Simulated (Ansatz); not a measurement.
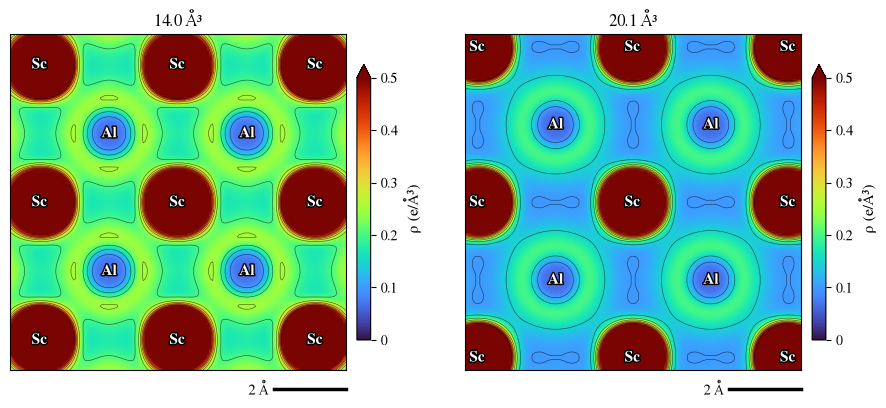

ScAl₃. The valence charge density (pseudo) of cells scaled evenly to different volumes (given per atom above each panel), on the (100) plane of each (indices in the axes of the cell below), at one length scale and on one colour scale.

A structure from a database of computed crystals, not necessarily the ambient phase.

All numbers below come from Ansatz, DFT PBEsol, scalar-relativistic, plane waves, PAW.

Core electrons are frozen (PAW), and the valence fields are smoothed inside the atomic spheres.

The largest cell:

```
Sc Al
1.0
     4.31558    0.00000    0.00000
     0.00000    4.31558    0.00000
     0.00000    0.00000    4.31558
Sc Al
1 3
Direct
  0.00000 0.00000 0.00000
  0.50000 0.00000 0.50000
  0.00000 0.50000 0.50000
  0.50000 0.50000 0.00000
```

| volume (Å³/atom) | Sc–Al contact in the plane (Å) | ρ at its midpoint (e/Å³) | pressure (GPa) | 
| --- | --- | --- | --- |
| 14.01 | 2.706 | 0.221 | 24.7 | 
| 16.87 | 2.879 | ? | ? | 
| 20.09 | 3.052 | 0.145 | −11.1 | 

Q: Estimate the missing row, and compare with the calculation.

A: Over the known rows ln ρ falls by 1.22 per Å of Sc–Al distance (the line through the two), which gives 0.179 e/Å³ at 2.879 Å; the calculation gives 0.177 e/Å³. For the pressure, a straight line in volume between the neighbouring rows gives 7.9 GPa; the calculation gives 0.0, lower because pressure rises ever faster on compression.
